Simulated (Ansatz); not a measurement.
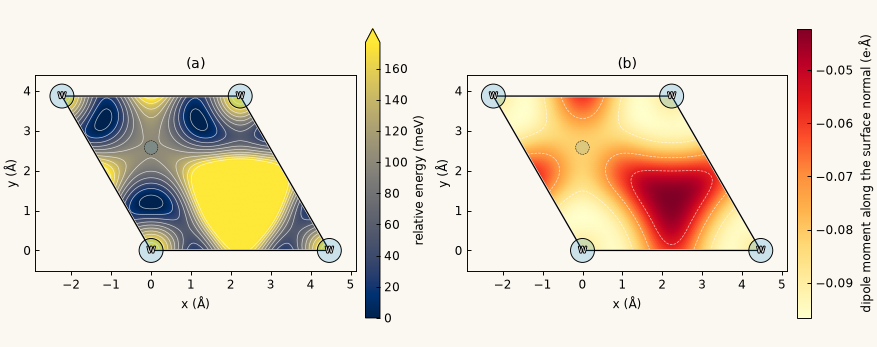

Si on a W(111) slab cut from the Im-3m phase, its upper half relaxed before the scan (6 atoms of substrate and one adsorbate in a 1 × 1 cell). 
- Si is moved over the surface cell at a fixed height above a rigid substrate; the origin of the map has the adsorbate above W6; the height is held at 2.50 Å.
- Places are given modulo a cell vector. The map is drawn in real space over the plane of the surface.
- Grid: 9 × 9 points; 19 points were computed and 62 follow by symmetry.
- All energies are given in meV relative to the lowest grid point.
- The runs have no spin polarisation, so an open-shell adsorbate far from the surface lies too high. With one adsorbate in each 1 × 1 cell, its nearest image is 4.5 Å away, so neighbouring adsorbates interact. At a fixed height the lowest place need not be the adsorption site.
- The calculation used DFT PBE+D3(BJ), scalar-relativistic, plane waves, PAW in Ansatz. Settings: cutoff 420 eV, k-mesh 6×6×1, gaussian smearing 0.1 eV, no spin polarisation.

Panel (a) is the energy; panel (b) is the computed dipole moment along the surface normal, in e·Å.

The picture shows a smooth colour map with a few white contour lines, labelled circles for the atoms of the top layer and small ones for the second layer, the outline of one cell of the plane, one colour for all values above the top of the scale. Between grid points the surface is interpolated.

How does the dipole moment along the surface normal vary over the map, and what is it at the lowest grid point?

Answer. It runs from −0.10 e·Å at (1/9, 2/9) of the cell vectors [nearest 1 W at 2.64 Å] to −0.04 e·Å at a threefold hollow over a third-layer W atom, (6/9, 3/9) of the cell vectors. At the lowest grid point, (1/9, 3/9) of the cell vectors [nearest 1 W at 2.82 Å], it is −0.09 e·Å.

```
second ↓, first →    0/9    1/9    2/9    3/9    4/9    5/9    6/9    7/9    8/9
              8/9  −0.09  −0.10  −0.09  −0.08  −0.07  −0.08  −0.09  −0.10  −0.09
              7/9  −0.09  −0.09  −0.08  −0.08  −0.08  −0.08  −0.09  −0.09  −0.09
              6/9  −0.08  −0.08  −0.08  −0.08  −0.08  −0.08  −0.08  −0.08  −0.08
              5/9  −0.06  −0.07  −0.08  −0.08  −0.07  −0.06  −0.06  −0.06  −0.06
              4/9  −0.06  −0.08  −0.08  −0.08  −0.06  −0.05  −0.05  −0.05  −0.05
              3/9  −0.08  −0.09  −0.09  −0.08  −0.06  −0.05  −0.04  −0.05  −0.06
              2/9  −0.09  −0.10  −0.09  −0.08  −0.06  −0.05  −0.05  −0.06  −0.08
              1/9  −0.09  −0.09  −0.09  −0.08  −0.06  −0.05  −0.06  −0.08  −0.09
              0/9  −0.09  −0.09  −0.09  −0.08  −0.06  −0.06  −0.08  −0.09  −0.09
```

PAW datasets: the set soft_1.
